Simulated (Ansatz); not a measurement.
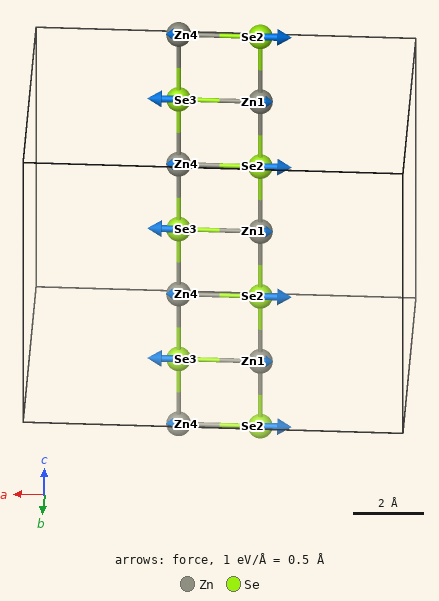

Starting geometry of a wire of composition ZnSe with the computed forces as blue arrows. Style: ball-and-stick. Shown: the 2 repeat of the cell, with the vacuum cut short, from a free direction.

Case: ladder chain of atoms.

Method: DFT PBE, scalar-relativistic, plane waves, PAW (Ansatz 0.2.0).

Input
```yaml
crystal:
  lattice:
    - [11.3, 0.0, 0.0]
    - [0.0, 9.3, 0.0]
    - [0.0, 0.0, 4.4675273633]
  atoms:
    - { symbol: Zn, position: [0.396218944, 0.5, 0.0], spin: 0.5 }
    - { symbol: Se, position: [0.396218944, 0.5, 0.5], spin: 0.5 }
    - { symbol: Se, position: [0.603781056, 0.5, 0.0], spin: 0.5 }
    - { symbol: Zn, position: [0.603781056, 0.5, 0.5], spin: 0.5 }
basis:
  ecutwfc: 420
kpoints:
  mp_grid: { grid: [1, 1, 15] }
hamiltonian:
  xc: pbe
scf:
  occupations: { method: gaussian, width: 0.05 }
output:
  forces: true
  stress: true
  eigenvalues: true
  populations: true
  write_density: true
  write_potential: true
  elf: true
  volumetric_format: npy
magnetization:
  spin_polarized: true
relax:
  adjacent_minimum: "off"
  f_tol: 0.01
  max_steps: 45
  cell: { fix: [a, b, alpha, beta, gamma], stress_tol: 0.03 }
```

Run as
```bash
ansatz run input.yaml --threads 2 --pin off --max-ram 5120MiB --backend cpu --events-out ev --progress --plain --runs-dir out
```

**What follows when this structure is relaxed?**

It isn't relaxed: the largest force vector, on Se atoms, is 1.80 eV/Å. The final displacements follow the starting forces only in part (cosine between the two patterns 0.58). The largest moves relative to the layer's centre, 0.70 Å, are those of Se2 and Se3. By element the largest moves are Se 0.70 Å, Zn 0.44 Å. Along the periodic axis the drawn cell goes c 8.935 → 8.329 Å (−6.8 %). Some distances before and after: Se2–Se3 3.239 → 4.287 Å, Se2–Zn4 2.345 → 2.608 Å, Se3–Zn4 2.234 → 2.374 Å. Bond angles that change, for instance: Se2–Zn1–Se2 180.0° → 122.6°, Zn1–Se2–Zn1 180.0° → 122.6°, Se2–Zn1–Se3 90.0° → 118.7°. After 9 accepted moves (11 points after the start) the energy has fallen by 1.459 eV per cell of the calculation. The largest force component goes from 1.8 to 0.0012 eV/Å. The line search rejected the trial step at point 7 of the run. The SCF was repeated once at an unchanged geometry on a basis and grid sized afresh for the cell, which shifted the energy by 2.0 meV per cell of the calculation at most. The program noted that the starting moments weren't kept.
